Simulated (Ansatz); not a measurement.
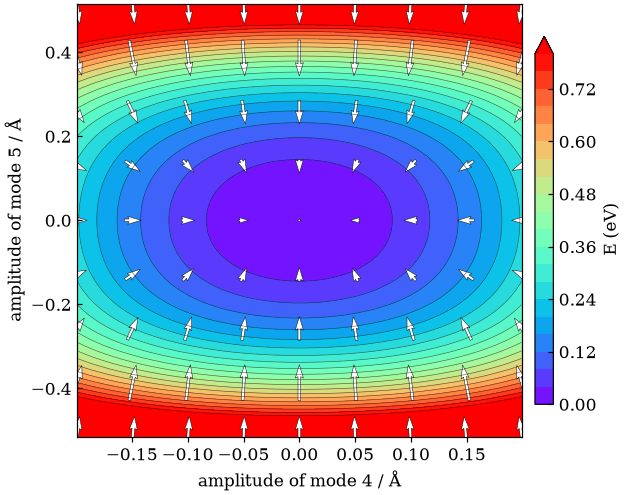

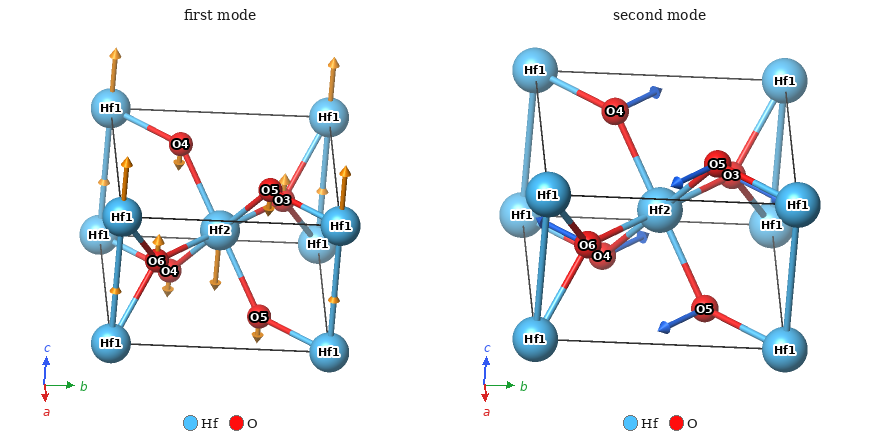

Energy landscape of HfO2 (P4_2/mnm, No. 136; 6 atoms in the cell). The energy is mapped over two normal modes frozen in (zone-centre modes of the 6-atom cell of this scan). The first coordinate is: amplitude of mode 4 (92 cm⁻¹), largest displacement; the second: amplitude of mode 5 (120 cm⁻¹), largest displacement. Nothing is relaxed (the cell and all other modes fixed). The grid has 9 × 9 points; 25 points were computed and 56 follow by symmetry. Points are written as (first, second). All energies are given in eV per cell relative to the lowest grid point. Method: DFT PBEsol, scalar-relativistic, plane waves, PAW (Ansatz). Settings: cutoff 520 eV, k-mesh 6×6×8 in the order of the run's cell vectors, gaussian smearing 0.05 eV, no spin polarisation.

In the figure: filled contours, arrows along the force (downhill), their lengths compressed, one colour for all values above the top of the scale. Between grid points the surface is interpolated. The second picture is the structure at the lowest point

**Summarise what can be read from the map.**

The lowest grid point is at (0.000 Å, 0.000 Å). No other kind of well shows on this grid. The highest grid point, (−0.199 Å, −0.515 Å), lies 1.30 eV above the lowest. The gap on the k-mesh is 3.9 eV at the lowest point and runs from 3.3 to 4.2 eV over the map.

The values on the grid:

| second ↓, first → | −0.199 | −0.149 | −0.100 | −0.050 | 0.000 | 0.050 | 0.100 | 0.149 | 0.199 |
| --- | --- | --- | --- | --- | --- | --- | --- | --- | --- |
| 0.515 | 1.30 | 1.21 | 1.15 | 1.11 | 1.10 | 1.11 | 1.15 | 1.21 | 1.30 |
| 0.386 | 0.68 | 0.58 | 0.51 | 0.48 | 0.46 | 0.48 | 0.51 | 0.58 | 0.68 |
| 0.258 | 0.39 | 0.28 | 0.21 | 0.17 | 0.16 | 0.17 | 0.21 | 0.28 | 0.39 |
| 0.129 | 0.27 | 0.16 | 0.09 | 0.04 | 0.03 | 0.04 | 0.09 | 0.16 | 0.27 |
| 0.000 | 0.24 | 0.13 | 0.06 | 0.01 | 0.00 | 0.01 | 0.06 | 0.13 | 0.24 |
| −0.129 | 0.27 | 0.16 | 0.09 | 0.04 | 0.03 | 0.04 | 0.09 | 0.16 | 0.27 |
| −0.258 | 0.39 | 0.28 | 0.21 | 0.17 | 0.16 | 0.17 | 0.21 | 0.28 | 0.39 |
| −0.386 | 0.68 | 0.58 | 0.51 | 0.48 | 0.46 | 0.48 | 0.51 | 0.58 | 0.68 |
| −0.515 | 1.30 | 1.21 | 1.15 | 1.11 | 1.10 | 1.11 | 1.15 | 1.21 | 1.30 |

The input of one point:

```yaml
crystal:
  lattice:
    - [4.8307835077, 0.0, 0.0]
    - [0.0, 4.8307835077, 0.0]
    - [0.0, 0.0, 3.2101828971]
  atoms:
    - { symbol: Hf, position: [0.0, 0.0, 0.0] }
    - { symbol: Hf, position: [0.5, 0.5, 0.5] }
    - { symbol: O, position: [0.1949828631, 0.8050171369, 0.5] }
    - { symbol: O, position: [0.3050171369, 0.3050171369, 0.0] }
    - { symbol: O, position: [0.6949828631, 0.6949828631, 0.0] }
    - { symbol: O, position: [0.8050171369, 0.1949828631, 0.5] }
basis:
  ecutwfc: 520.0
kpoints:
  mp_grid: { grid: [6, 6, 8] }
hamiltonian:
  xc: pbesol
  pseudopotentials: { kind: paw, azcp: { folder: soft_1 } }
scf:
  occupations: { method: gaussian, width: 0.05 }
output:
  forces: true
  stress: true
  eigenvalues: true
```

Time for the 25 points that were run: 13 min on 2 threads of Arm Neoverse N1, with other jobs on the host.
